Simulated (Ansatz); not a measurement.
Run report: PbS, geometry relaxation (part 2 of 2)

PbS (P1, 8 atoms in the cell); DFT, PBEsol, plane waves, PAW, no spin polarisation (Ansatz 0.2.0); cutoff 420 eV, 4×4×4 k-mesh, Fermi–Dirac smearing of 0.05 eV. The structure was built on a prototype by a generator.

Geometry of the input (Å; fractional positions):
```
4.9060  0.0129  -0.0036
-4.8837  8.5620  0.0096
-0.0043  0.0041  5.8618
Pb 0.3309  0.3321  0.2538
Pb 0.6650  0.1658  0.7552
S  0.6749  0.1735  0.2456
S  0.3361  0.3353  0.7497
Pb 0.3133  0.8374  0.2434
Pb 0.6708  0.6689  0.7448
S  0.6728  0.6653  0.2494
S  0.3443  0.8392  0.7487
```

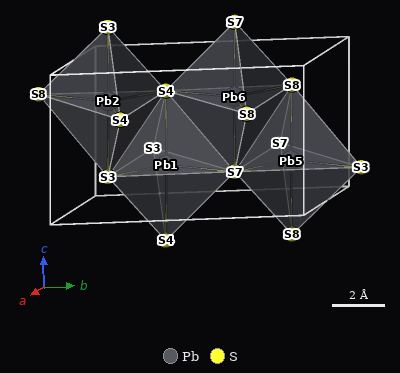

*The geometry at step 2 of the log (polyhedral view of the cell of the calculation, seen slightly off an axis; polyhedra are completed across the faces of the cell; atoms are numbered from 1 in the order of the input).*

## What the program printed, continued
```
SCF iter   1: F=—  HF=-50562.721955 eV  |F-HF|=—  |Δ(HF+E_count)|=         —  Δρ=6.23e-4  dr2=1.23e-3  ethr=1.45e-6  ⟨swp⟩=2.5  Hψ=8908  notcnv=0
preconditioner: auto → Resta (q_TF=auto, 2.254 Å⁻¹)  ε∞=3.3  [insulator: Δε(μ)=1.401 eV  Ē_g=13.784 eV  σ=0.050 eV  W_gap=1.00  n_scr=52 (ndim 8)  ℏωp=20.9 eV  f_vac=0.122  D(μ)=0.00/eV (n_scr^D=0)  ε∞_Penn≈3.3]
SCF iter   2: F=—  HF=-50562.721733 eV  |F-HF|=—  |Δ(HF+E_count)|=   2.22e-4  Δρ=3.39e-4  dr2=3.19e-4  ethr=1.45e-6  ⟨swp⟩=2.4  Hψ=3030  notcnv=0
SCF iter   3: F=—  HF=-50562.721701 eV  |F-HF|=—  |Δ(HF+E_count)|=   3.15e-5  Δρ=7.00e-5  dr2=2.52e-5  ethr=3.99e-7  ⟨swp⟩=2.0  Hψ=2158  notcnv=0
SCF iter   4: F=—  HF=-50562.721770 eV  |F-HF|=—  |Δ(HF+E_count)|=   6.85e-5  Δρ=2.49e-5  dr2=3.45e-6  ethr=3.15e-8  ⟨swp⟩=2.4  Hψ=2561  notcnv=0
SCF iter   5: F=—  HF=-50562.721771 eV  |F-HF|=—  |Δ(HF+E_count)|=   8.84e-7  Δρ=8.37e-6  dr2=2.79e-7  ethr=4.31e-9  ⟨swp⟩=2.0  Hψ=2168  notcnv=0
SCF iter   6: F=-50562.721771 eV  HF=-50562.721771 eV  |F-HF|=2.57e-8  |Δ(HF+E_count)|=   4.88e-7  Δρ=3.17e-6  dr2=5.79e-8  ethr=1.23e-10  ⟨swp⟩=9.1  Hψ=11712  notcnv=0
SCF 4 converged in 6 iterations: F = -50562.721771 eV  dr2 = 5.79e-8
relax step   4: F+E_penalty+E_count = -50562.72177142 eV  Δ(F+E_penalty+E_count) = -1.892e-3 eV  max|allowed force component| = 3.638e-3 eV/Å  Δτ_max = 0.0186 Å  P = -0.005 GPa  Ω = 251.468 Å³  energy of the carried Pulay correction = -3.587e-4 eV  (6 SCF iters, dr2 threshold 9.83e-8 eV, accepted)
Initial wavefunctions: pseudopotential atomic-orbital guess (no wavefunctions were taken with the density)
iter 1 solved again at ethr=7.19e-8 eV; its pass at ethr=3.10e-3 eV (dr2=5.75e-5 eV) is discarded
SCF iter   1: F=—  HF=-50562.722061 eV  |F-HF|=—  |Δ(HF+E_count)|=         —  Δρ=2.45e-5  dr2=2.91e-7  ethr=7.19e-8  ⟨swp⟩=3.4  Hψ=12836  notcnv=0
preconditioner: auto → Resta (q_TF=auto, 2.254 Å⁻¹)  ε∞=3.3  [insulator: Δε(μ)=1.401 eV  Ē_g=13.784 eV  σ=0.050 eV  W_gap=1.00  n_scr=52 (ndim 8)  ℏωp=20.9 eV  f_vac=0.123  D(μ)=0.00/eV (n_scr^D=0)  ε∞_Penn≈3.3]
SCF iter   2: F=—  HF=-50562.722134 eV  |F-HF|=—  |Δ(HF+E_count)|=   7.33e-5  Δρ=1.21e-5  dr2=6.26e-8  ethr=3.64e-10  ⟨swp⟩=2.2  Hψ=3195  notcnv=0
SCF iter   3: F=—  HF=-50562.722137 eV  |F-HF|=—  |Δ(HF+E_count)|=   3.27e-6  Δρ=2.19e-6  dr2=9.12e-9  ethr=7.82e-11  ⟨swp⟩=3.0  Hψ=3206  notcnv=0
SCF iter   4: F=—  HF=-50562.722138 eV  |F-HF|=—  |Δ(HF+E_count)|=   7.81e-8  Δρ=5.89e-7  dr2=2.08e-9  ethr=1.14e-11  ⟨swp⟩=2.0  Hψ=2209  notcnv=0
SCF iter   5: F=—  HF=-50562.722138 eV  |F-HF|=—  |Δ(HF+E_count)|=   3.05e-9  Δρ=2.34e-7  dr2=2.94e-10  ethr=2.60e-12  ⟨swp⟩=2.0  Hψ=2221  notcnv=0
SCF iter   6: F=-50562.722138 eV  HF=-50562.722138 eV  |F-HF|=0.00e0  |Δ(HF+E_count)|=   1.23e-9  Δρ=7.42e-8  dr2=3.56e-11  ethr=1.00e-12  ⟨swp⟩=8.4  Hψ=9346  notcnv=0
SCF 5 converged in 6 iterations: F = -50562.722138 eV  dr2 = 3.56e-11
  greatest PAW one-centre occupation: 0.982 electrons in one spin orbital (limit 2), on the Pb atom at site 4 (counted from 0), in its partial waves of l = 2
relax step   5: F+E_penalty+E_count = -50562.72213753 eV  Δ(F+E_penalty+E_count) = -3.661e-4 eV  max|allowed force component| = 3.653e-3 eV/Å  Δτ_max = 0.0000 Å  P = -0.005 GPa  Ω = 251.468 Å³  stress off target by 1.89e-2 GPa  SCF on the basis re-selected at this cell (its energy is not comparable with the rows above)  (6 SCF iters)
basis re-selected at this cell: Δ(F+E_penalty+E_count) = -3.661e-4 eV, ΔP = +0.000 GPa vs the last step (what re-selecting the basis moved, of the pressure what is left beyond the Pulay correction that the steps carried, after the strain that the cell walked since its last selection, with what the two solves' SCF thresholds leave and, on support functions, any second-order correction that the steps lacked; it is no measure of the basis error at this ecutwfc). This SCF's stress stands 1.89e-2 GPa from its target on what of the cell is left free (relax.cell.stress_tol is 5.00e-2 GPa) and its largest allowed force component is 3.65e-3 eV/Å (relax.f_tol is 1.00e-2 eV/Å): within both
SCF converged after 6 iterations
Free energy (F): -50562.722138 eV
Harris-Foulkes:  -50562.722138 eV  (|F-HF|=0.00e0)
Internal energy: -50562.722137 eV  (E = F + TS)
E sigma→0 (E₀):  -50562.722137 eV
Entropy (-TS):   -0.000000 eV (-0.000 meV/atom)
Fermi energy:    6.702830 eV
--- Per-component energies (eV) ---
  E_band       = -394.615277
  E_kinetic    = 1573.296185
  E_local      = -5925.504690  (includes V_loc(G=0)·N_el)
  E_nonlocal   = 1522.954168
  E_hartree    = 2329.562707
  E_xc         = -1261.137339
  E_vxc        = -880.158379  (∫ρ·V_xc dr)
  E_paw        = -43349.313791  (= ΣΔE_a)
  E_vpaw       = -1344.328050  (= ΣTr[D̂ρ^β])
  E_aug_tail   = 0.000192  (compensation charges beyond the density's cutoff)
  E_ewald      = -5453.075834
  E_core_change = 0.496264  (= ΣΔE_core)
  E_smearing   = -0.000000  (= −TS)
  E_closure    = 0.000000  (closes the sum)
  Σ components = -50562.722138   (vs F -50562.722138, Δ=0.00e0)
--- Forces (eV/Å), atoms counted from 1 ---
  atom   1  Pb    -0.00161016     0.00227518    -0.00073176
  atom   2  Pb    -0.00227626    -0.00067791    -0.00208117
  atom   3  S      0.00075210    -0.00239282     0.00201221
  atom   4  S      0.00070170     0.00094231     0.00032794
  atom   5  Pb     0.00283515     0.00085278     0.00037446
  atom   6  Pb     0.00223559    -0.00158430     0.00063102
  atom   7  S     -0.00365329    -0.00074837    -0.00085036
  atom   8  S      0.00101500     0.00133329     0.00031943
  max |Σ_I F_I| component: 1.77e-6 eV/Å
--- Stress (GPa, compression-positive) ---
       -0.011861       0.005914      -0.000349
        0.005914      -0.013822      -0.001131
       -0.000349      -0.001131       0.010630
  P = ⅓ Tr σ = -0.0050 GPa (-0.050 kbar)
--- Band table (eV; the first three rows and the last of 36) ---
  k-point 0: bands = ["-10.6668", "-10.6540", "-10.5989", "-10.5549", "-10.5539", "-10.5527", "-10.5526", "-10.5526", "-10.5465", "-10.5461", "-10.5459", "-10.5397", "-10.5308", "-10.5250", "-10.5225", "-10.5207", "-10.5058", "-10.4903", "-10.4893", "-10.4833", "-7.1181", "-6.3381", "-5.7159", "-5.5263", "-1.9722", "-1.4359", "-0.9017", "0.2323", "1.2921", "2.1484", "2.2184", "2.8627", "2.8983", "3.0500", "3.7215", "3.9123", "4.0627", "4.0900", "4.1144", "5.3589", "7.9838", "7.9932", "9.0317", "9.1214", "9.4205", "9.4405", "10.1537", "10.4950"]
  k-point 1: bands = ["-10.6366", "-10.6305", "-10.5864", "-10.5657", "-10.5654", "-10.5595", "-10.5585", "-10.5520", "-10.5464", "-10.5434", "-10.5338", "-10.5331", "-10.5258", "-10.5255", "-10.5254", "-10.5230", "-10.5069", "-10.4930", "-10.4921", "-10.4916", "-6.9455", "-6.2380", "-5.8312", "-5.7807", "-2.2597", "-1.8597", "-1.1229", "-0.2805", "2.4101", "2.5021", "3.0158", "3.0367", "3.0756", "3.4693", "3.8939", "3.9155", "3.9427", "4.2658", "4.8979", "5.1873", "7.9820", "7.9898", "8.6166", "8.7485", "8.9783", "9.0022", "9.3832", "9.5555"]
  k-point 2: bands = ["-10.5853", "-10.5852", "-10.5753", "-10.5752", "-10.5676", "-10.5676", "-10.5670", "-10.5670", "-10.5526", "-10.5526", "-10.5481", "-10.5480", "-10.5142", "-10.5141", "-10.5103", "-10.5103", "-10.5044", "-10.5044", "-10.5040", "-10.5040", "-6.4540", "-6.4534", "-5.9932", "-5.9929", "-2.3498", "-2.3493", "-0.9540", "-0.9535", "2.9092", "2.9097", "3.4731", "3.4736", "3.5036", "3.5041", "4.1015", "4.1016", "4.7200", "4.7207", "5.4544", "5.4548", "7.5932", "7.5942", "8.2936", "8.2939", "8.3028", "8.3035", "8.6205", "8.6214"]
  k-point 35: bands = ["-10.5851", "-10.5848", "-10.5831", "-10.5829", "-10.5533", "-10.5532", "-10.5517", "-10.5516", "-10.5479", "-10.5478", "-10.5464", "-10.5463", "-10.5172", "-10.5170", "-10.5169", "-10.5168", "-10.5108", "-10.5107", "-10.5104", "-10.5104", "-5.9925", "-5.9907", "-5.9770", "-5.9752", "-2.3435", "-2.3401", "-2.3096", "-2.3064", "2.5209", "2.5217", "2.5269", "2.5279", "4.4252", "4.4276", "4.4317", "4.4343", "5.7786", "5.7797", "5.8105", "5.8117", "7.4426", "7.4446", "7.4806", "7.4822", "8.7032", "8.7059", "8.7181", "8.7211"]
--- Relaxed structure (4 steps of the walk, 4 accepted, 1 SCFs on fresh bases) ---
  F+E_penalty+E_count = -50562.72213753 eV   max|allowed force component| = 3.653e-3 eV/Å   (the final SCF, on the basis selected at the relaxed cell)
  cell:  # Å, volume = 251.4681 Å³
    - [4.9219889612579895, 0.00841658474976695, 6.971525068772202e-5]
    - [-4.907511840281929, 8.605764255106315, 0.00026041161236848957]
    - [0.00010797266107331806, 0.00024373198980080953, 5.931023027632223]
  atoms:
    - { symbol: Pb, position: [0.3311449262396902, 0.33638129790140764, 0.24897977451492867] }
    - { symbol: Pb, position: [0.6636822876100938, 0.1680329873799236, 0.7490796448793056] }
    - { symbol: S, position: [0.6621141033719851, 0.1686274113909067, 0.24857316965350384] }
    - { symbol: S, position: [0.3293604051654955, 0.3358294210969023, 0.7487400876475298] }
    - { symbol: Pb, position: [0.3386140962559492, 0.8363817275783957, 0.24882067823001502] }
    - { symbol: Pb, position: [0.6706158496694873, 0.6680176463088662, 0.748803357011128] }
    - { symbol: S, position: [0.6733877890114448, 0.668563934128846, 0.2488171338843277] }
    - { symbol: S, position: [0.33928276717585487, 0.8358038872147528, 0.7486993860792615] }
```

## File rho_z.tsv
```
# z_ang	rho[e/angstrom^3]
# format = ansatz-planar-average/11
# lattice	4.921988961	0.008416585	0.000069715
# lattice	-4.907511840	8.605764255	0.000260412
# lattice	0.000107973	0.000243732	5.931023028
# sites	8
# site	82	-0.020876648	2.897665943	1.476815460
# site	82	2.442093898	1.451820789	4.442898650
# site	16	2.431404129	1.456801074	1.474383265
# site	16	-0.026897738	2.893023410	4.440905117
# site	82	-2.437871521	7.200614595	1.476002582
# site	82	0.022540151	5.754629185	4.441390665
# site	16	0.033448707	5.759231877	1.475961198
# site	16	-2.431690599	7.195769301	4.440794606
0.000000	6.423441e-2
0.148276	6.989684e-2
0.296551	8.716350e-2
0.444827	1.195173e-1
0.593102	1.725881e-1
0.741378	2.525962e-1
0.889653	3.594818e-1
1.037929	4.813767e-1
1.186205	5.974510e-1
1.334480	6.825015e-1
1.482756	7.123962e-1
1.631031	6.769140e-1
1.779307	5.879591e-1
1.927582	4.702014e-1
2.075858	3.487229e-1
2.224134	2.438651e-1
2.372409	1.664543e-1
2.520685	1.156003e-1
2.668960	8.488391e-2
2.817236	6.884748e-2
2.965512	6.419741e-2
3.113787	6.985687e-2
3.262063	8.711411e-2
3.410338	1.194502e-1
3.558614	1.724915e-1
3.706889	2.524590e-1
3.855165	3.593072e-1
4.003441	4.811870e-1
4.151716	5.972830e-1
4.299992	6.824013e-1
4.448267	7.124000e-1
4.596543	6.770204e-1
4.744818	5.881304e-1
4.893094	4.703916e-1
5.041370	3.488956e-1
5.189645	2.439992e-1
5.337921	1.665482e-1
5.486196	1.156655e-1
5.634472	8.493218e-2
5.782747	6.888695e-2
```

## File v_z.tsv
```
# z_ang	v_es[eV]	v_tot[eV]
# format = ansatz-planar-average/11
# xc	pbesol
# density_cutoff_ev	1680
# datasets	Pb=:simpson_from_first_knot:soft:shift=-1150160	S=:simpson_from_first_knot:soft:shift=-322627
# lattice	4.921988961	0.008416585	0.000069715
# lattice	-4.907511840	8.605764255	0.000260412
# lattice	0.000107973	0.000243732	5.931023028
# sites	8
# site	82	-0.020876648	2.897665943	1.476815460
# site	82	2.442093898	1.451820789	4.442898650
# site	16	2.431404129	1.456801074	1.474383265
# site	16	-0.026897738	2.893023410	4.440905117
# site	82	-2.437871521	7.200614595	1.476002582
# site	82	0.022540151	5.754629185	4.441390665
# site	16	0.033448707	5.759231877	1.475961198
# site	16	-2.431690599	7.195769301	4.440794606
0.000000	9.009488e0	2.743971e0
0.148276	8.865871e0	2.603098e0
0.296551	8.460942e0	1.941357e0
0.444827	7.645533e0	5.311817e-1
0.593102	6.121200e0	-1.758576e0
0.741378	3.928170e0	-4.795921e0
0.889653	1.564572e0	-8.002399e0
1.037929	-3.676600e-1	-1.072631e1
1.186205	-1.574488e0	-1.260551e1
1.334480	-2.152756e0	-1.363891e1
1.482756	-2.307654e0	-1.393981e1
1.631031	-2.118034e0	-1.357310e1
1.779307	-1.488830e0	-1.246306e1
1.927582	-2.119010e-1	-1.049943e1
2.075858	1.779907e0	-7.708529e0
2.224134	4.151477e0	-4.491143e0
2.372409	6.294990e0	-1.506167e0
2.520685	7.746789e0	6.995854e-1
2.668960	8.511523e0	2.035136e0
2.817236	8.890353e0	2.634040e0
2.965512	9.010540e0	2.746039e0
3.113787	8.867004e0	2.605328e0
3.262063	8.462278e0	1.943850e0
3.410338	7.647585e0	5.344445e-1
3.558614	6.124277e0	-1.754257e0
3.706889	3.931734e0	-4.791103e0
3.855165	1.567740e0	-7.998027e0
4.003441	-3.654662e-1	-1.072304e1
4.151716	-1.573297e0	-1.260350e1
4.299992	-2.152286e0	-1.363800e1
4.448267	-2.307694e0	-1.393983e1
4.596543	-2.118593e0	-1.357406e1
4.744818	-1.490135e0	-1.246514e1
4.893094	-2.142169e-1	-1.050276e1
5.041370	1.776661e0	-7.712920e0
5.189645	4.147920e0	-4.495893e0
5.337921	6.291984e0	-1.510363e0
5.486196	7.744810e0	6.964386e-1
5.634472	8.510214e0	2.032692e0
5.782747	8.889229e0	2.631859e0
```

## Trajectory as extended XYZ (Å, eV, eV/Å), 5 frames, from step=1 to step=5
```
8
Lattice="4.9060 0.0129 -0.0036 -4.8837 8.5620 0.0096 -0.0043 0.0041 5.8618" Properties=species:S:1:pos:R:3:forces:R:3 step=1 energy=-50562.65060 pressure_GPa=1.08
Pb    0.0007    2.8485    1.4899    0.0657   0.1730  -0.0367
Pb    2.4497    1.4314    4.4258    0.0558   0.2035  -0.0819
S     2.4624    1.4954    1.4387   -0.1227  -0.2104   0.0674
S     0.0081    2.8786    4.3963   -0.0490   0.0247   0.0109
Pb   -2.5535    7.1749    1.4337    0.4760   0.0236   0.0622
Pb    0.0210    5.7390    4.3701   -0.0009  -0.0769   0.0398
S     0.0507    5.7062    1.4657   -0.3436   0.0282  -0.0319
S    -2.4129    7.1932    4.3953   -0.0813  -0.1656  -0.0299
8
Lattice="4.9415 0.0061 0.0011 -4.9311 8.6404 -0.0013 0.0013 -0.0002 5.9880" Properties=species:S:1:pos:R:3:forces:R:3 step=2 energy=-50562.69012 pressure_GPa=-0.78
Pb   -0.0277    2.9369    1.4853    0.0112  -0.1351   0.0025
Pb    2.4515    1.4736    4.4928   -0.0194  -0.1393  -0.0099
S     2.4261    1.4444    1.4611    0.0213   0.0779   0.0291
S    -0.0242    2.9098    4.4588   -0.0048  -0.0397   0.0213
Pb   -2.3906    7.1955    1.4982   -0.1482   0.1958  -0.0072
Pb   -0.0243    5.7534    4.4814    0.1004   0.1580   0.0140
S     0.0721    5.8107    1.5065    0.0372  -0.1378  -0.0157
S    -2.4824    7.2137    4.5099    0.0023   0.0203  -0.0341
8
Lattice="4.9253 0.0079 0.0003 -4.9117 8.6108 0.0008 0.0004 0.0008 5.9387" Properties=species:S:1:pos:R:3:forces:R:3 step=3 energy=-50562.71988 pressure_GPa=-0.11
Pb   -0.0212    2.8969    1.4885    0.0005   0.0279  -0.0128
Pb    2.4456    1.4510    4.4652    0.0034   0.0031  -0.0281
S     2.4269    1.4630    1.4607   -0.0018  -0.0168   0.0276
S    -0.0187    2.8971    4.4390   -0.0100  -0.0226   0.0126
Pb   -2.4413    7.2090    1.4696    0.0343  -0.0175   0.0169
Pb    0.0125    5.7547    4.4389    0.0200   0.0128   0.0167
S     0.0501    5.7620    1.4859   -0.0397   0.0009  -0.0167
S    -2.4442    7.1961    4.4553   -0.0066   0.0123  -0.0162
8
Lattice="4.9220 0.0084 0.0001 -4.9075 8.6058 0.0003 0.0001 0.0002 5.9310" Properties=species:S:1:pos:R:3:forces:R:3 step=4 energy=-50562.72177 pressure_GPa=-0.01
Pb   -0.0209    2.8977    1.4768   -0.0016   0.0023  -0.0007
Pb    2.4421    1.4518    4.4429   -0.0023  -0.0007  -0.0021
S     2.4314    1.4568    1.4744    0.0007  -0.0024   0.0020
S    -0.0269    2.8930    4.4409    0.0007   0.0009   0.0003
Pb   -2.4379    7.2006    1.4760    0.0028   0.0009   0.0004
Pb    0.0225    5.7546    4.4414    0.0022  -0.0016   0.0006
S     0.0334    5.7592    1.4760   -0.0036  -0.0007  -0.0008
S    -2.4317    7.1958    4.4408    0.0010   0.0014   0.0003
8
Lattice="4.9220 0.0084 0.0001 -4.9075 8.6058 0.0003 0.0001 0.0002 5.9310" Properties=species:S:1:pos:R:3:forces:R:3 step=5 energy=-50562.72214 pressure_GPa=-0.01
Pb   -0.0209    2.8977    1.4768   -0.0016   0.0023  -0.0007
Pb    2.4421    1.4518    4.4429   -0.0023  -0.0007  -0.0021
S     2.4314    1.4568    1.4744    0.0008  -0.0024   0.0020
S    -0.0269    2.8930    4.4409    0.0007   0.0009   0.0003
Pb   -2.4379    7.2006    1.4760    0.0028   0.0009   0.0004
Pb    0.0225    5.7546    4.4414    0.0022  -0.0016   0.0006
S     0.0334    5.7592    1.4760   -0.0037  -0.0007  -0.0008
S    -2.4317    7.1958    4.4408    0.0010   0.0013   0.0003
```

## Summary

- outcome: converged
- space group (tolerance 0.01 Å): P1 (1) → P2₁/m (11)
- electrons treated: 80
- free energy: −50562.7221 eV
- Fermi energy: 6.703 eV
- band gap: 1.40 eV
- pressure: −0.01 GPa
- final volume: 251.47 Å³
- largest force (length of the vector) at the end: 0.004 eV/Å
- final cell: a = 4.922 Å, b = 9.907 Å, c = 5.931 Å, α = 90.00°, β = 90.00°, γ = 119.60°
- hardware: 2 threads of Intel Xeon @ 2.70GHz, 189 GiB of memory available, shared host
- wall time: 1.7 min (CPU time 3.3 min)
- peak memory: 0.7 GiB

Spin–orbit coupling is left out, which matters for Pb.
